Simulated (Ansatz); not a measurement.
A series of calculations on TiO2

Part 1: Relaxation

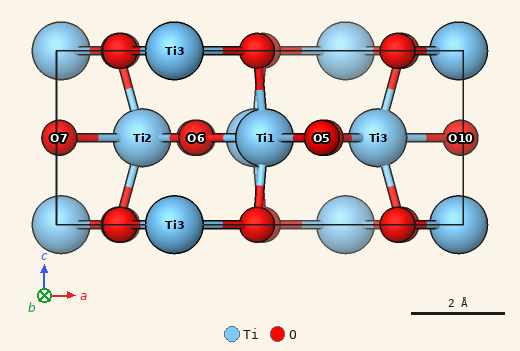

This is the input geometry for a relaxation of a crystal of TiO2 (set up in I4/m). The picture is a ball-and-stick view of the conventional cell (2 times the calculation's cell), seen along the b axis. Lengths and directions refer to the drawn axes.

Case: relaxed at 2 GPa.

Level of theory: DFT PBE, scalar-relativistic, plane waves, PAW in Ansatz.

Input file:
```yaml
crystal:
  lattice:
    - [-4.3765861693, 4.3765861693, 1.8704283888]
    - [4.3765861693, -4.3765861693, 1.8704283888]
    - [4.3765861693, 4.3765861693, -1.8704283888]
  atoms:
    - { symbol: Ti, position: [0.28971502, 0.0113836866, 0.3010987067] }
    - { symbol: Ti, position: [0.0113836866, 0.71028498, 0.7216686666] }
    - { symbol: Ti, position: [0.9886163134, 0.28971502, 0.2783313334] }
    - { symbol: Ti, position: [0.71028498, 0.9886163134, 0.6989012933] }
    - { symbol: O, position: [0.4928935817, 0.1524580986, 0.6453516803] }
    - { symbol: O, position: [0.1615537427, 0.8438900605, 0.0054438032] }
    - { symbol: O, position: [0.1524580986, 0.5071064183, 0.6595645168] }
    - { symbol: O, position: [0.1561099395, 0.1615537427, 0.3176636822] }
    - { symbol: O, position: [0.8438900605, 0.8384462573, 0.6823363178] }
    - { symbol: O, position: [0.8475419014, 0.4928935817, 0.3404354832] }
    - { symbol: O, position: [0.8384462573, 0.1561099395, 0.9945561968] }
    - { symbol: O, position: [0.5071064183, 0.8475419014, 0.3546483197] }
basis:
  ecutwfc: 420
kpoints:
  mp_grid: { grid: [8, 8, 8] }
hamiltonian:
  xc: pbe
scf:
  occupations: { method: gaussian, width: 0.02 }
output:
  forces: true
  stress: true
  eigenvalues: true
relax:
  adjacent_minimum: "off"
  f_tol: 0.008
  max_steps: 50
  cell: { stress_tol: 0.08, p_target: 2.0 }
```

Command:
```bash
ansatz run input.yaml --threads 2 --pin off --max-ram 5120MiB --backend cpu --events-out ev --progress --plain --runs-dir out
```

Question: Predict the outcome.

Answer: The energy falls by 1.8 meV per atom in 6 accepted moves (8 points after the start). With the target pressure of 2 GPa, the enthalpy E + pV changes by −0.8 meV per atom. The largest force component goes from 0.17 to 0.00097 eV/Å. The pressure goes from 3.88 to 2.00 GPa. At 2 points the geometry stayed and the basis and grid were re-selected for the new cell (energy shift of 0.3 meV per atom at most each time). The largest moves relative to the cell, 0.017 Å, are those of O5, O7, O10 and O12. O7 goes roughly along −a. Largest moves by element: O 0.017 Å, Ti 0.011 Å. Cell: a = b 8.753 → 8.757 Å (0.0 %), c 3.741 → 3.763 Å (+0.6 %). Volume +0.7 %. Some distances before and after: Ti1–O8 1.759 → 1.773 Å, Ti1–O5 2.165 → 2.178 Å, Ti1–O10 1.944 → 1.952 Å. The space group stays I4/m (No. 87).

Step by step:

```tsv
step	E − E(0), meV/atom	largest force component, eV/Å	pressure, GPa	volume, Å³/atom	note
0	0.00	0.1689	3.88	11.942	
1	-1.23	0.0674	2.51	12.013	
2	-1.52	0.0154	1.97	12.035	
3	-1.43	0.0188	2.09	12.020	
4	-1.48	0.0130	1.97	12.024	
5	-1.47	0.0047	1.98	12.022	
6	-1.81	0.0046	2.04	12.022	same geometry, new basis
7	-1.83	0.0010	2.00	12.024	
8	-1.84	0.0010	2.00	12.024	same geometry, new basis
```

Part 2: Relaxation

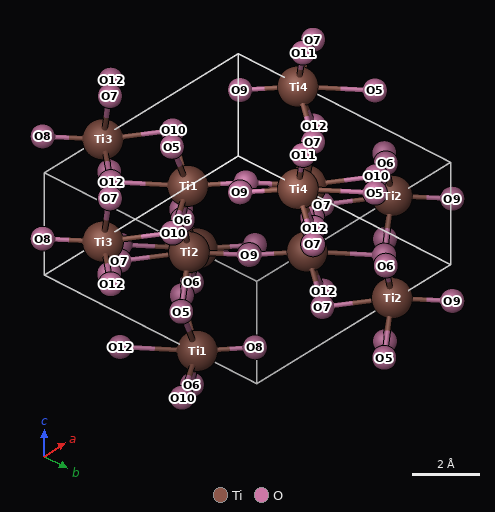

This is the input geometry for a relaxation of solid TiO₂ (set up in I4/m). The picture is a ball-and-stick view of the conventional cell (2 times the calculation's cell), seen from a free direction. Lengths and directions refer to the drawn axes.

Case: relaxed at 5 GPa.

Theory: DFT PBE, scalar-relativistic, plane waves, PAW in Ansatz.

The input:
```yaml
crystal:
  lattice:
    - [-4.3523317789, 4.3523317789, 1.8704679232]
    - [4.3523317789, -4.3523317789, 1.8704679232]
    - [4.3523317789, 4.3523317789, -1.8704679232]
  atoms:
    - { symbol: Ti, position: [0.2905170243, 0.0104764694, 0.3009934937] }
    - { symbol: Ti, position: [0.0104764694, 0.7094829757, 0.7199594452] }
    - { symbol: Ti, position: [0.9895235306, 0.2905170243, 0.2800405548] }
    - { symbol: Ti, position: [0.7094829757, 0.9895235306, 0.6990065063] }
    - { symbol: O, position: [0.4948632943, 0.1522403291, 0.6471036234] }
    - { symbol: O, position: [0.1623317748, 0.8433850444, 0.0057168192] }
    - { symbol: O, position: [0.1522403291, 0.5051367057, 0.6573770348] }
    - { symbol: O, position: [0.1566149556, 0.1623317748, 0.3189467304] }
    - { symbol: O, position: [0.8433850444, 0.8376682252, 0.6810532696] }
    - { symbol: O, position: [0.8477596709, 0.4948632943, 0.3426229652] }
    - { symbol: O, position: [0.8376682252, 0.1566149556, 0.9942831808] }
    - { symbol: O, position: [0.5051367057, 0.8477596709, 0.3528963766] }
basis:
  ecutwfc: 420
kpoints:
  mp_grid: { grid: [8, 8, 8] }
hamiltonian:
  xc: pbe
scf:
  occupations: { method: gaussian, width: 0.02 }
output:
  forces: true
  stress: true
  eigenvalues: true
  write_density: true
  write_potential: true
  elf: true
  volumetric_format: npy
relax:
  adjacent_minimum: "off"
  f_tol: 0.008
  max_steps: 50
  cell: { stress_tol: 0.08, p_target: 5.0 }
```

Command:
```bash
ansatz run input.yaml --threads 2 --pin off --max-ram 5120MiB --backend cpu --events-out ev --progress --plain --runs-dir out
```

Q: Where does the relaxation end?

A: Over 6 accepted moves (9 points after the start) the energy falls by 0.9 meV per atom. With the target pressure of 5 GPa, the enthalpy E + pV changes by −0.4 meV per atom. The largest force component goes from 0.15 to 0.00043 eV/Å. The pressure goes from 5.78 to 5.00 GPa. The line search rejected the trial step at point 7 of the run. At 2 points the geometry stayed and the basis and grid were re-selected for the new cell (energy shift of 0.1 meV per atom at most each time). The largest moves relative to the cell, 0.018 Å, are those of O5, O7, O10 and O12. O5 goes along −b. Largest moves by element: O 0.018 Å, Ti 0.013 Å. Cell: a = b 8.705 → 8.691 Å (−0.2 %), c 3.741 → 3.758 Å (+0.4 %). Volume +0.1 %. Among the contacts that change: Ti1–O12 2.344 → 2.313 Å, Ti1–O8 1.762 → 1.774 Å, Ti1–O5 2.165 → 2.174 Å, Ti1–Ti2 3.188 → 3.180 Å. The space group stays I4/m (No. 87).

Part 3: Series

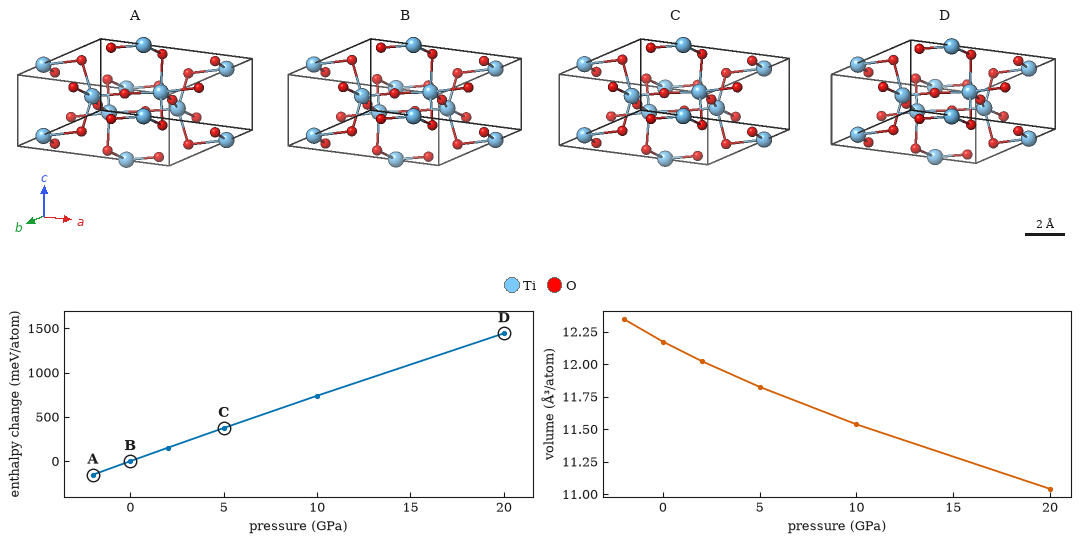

Members of a series of calculations on a crystal of TiO$_{2}$ (set up in I4/m), marked on the first curve. A ball-and-stick model of the conventional cell (2 times the calculation's cell), seen from a free direction. Lengths and directions refer to the drawn axes.

Level of theory: DFT PBE, scalar-relativistic, plane waves, PAW in Ansatz. Set-up: plane-wave cutoff 420 eV; k-point mesh 8 × 8 × 8; occupations gaussian; smearing width 0.02 eV; no spin polarisation.

How does the crystal respond to pressure?

The structure is relaxed at several pressures. A (pressure −2.0 GPa): enthalpy change −153 meV/atom, volume 12.35 Å³ per atom. B (pressure 0.0 GPa): enthalpy change 0.0 meV/atom, volume 12.17 Å³ per atom. C (pressure 5.0 GPa): enthalpy change 374 meV/atom, volume 11.83 Å³ per atom. D (pressure 20.0 GPa): enthalpy change 1443 meV/atom, volume 11.04 Å³ per atom. The rest compares A with D. Cell: a = b 8.873 → 8.459 Å (−4.7 %), c 3.764 → 3.703 Å (−1.6 %). Volume −10.6 %. Near-neighbour distances before and after: O–Ti 2.446 → 2.272 Å, O–Ti 2.182 → 2.078 Å, O–Ti 1.874 → 1.807 Å.
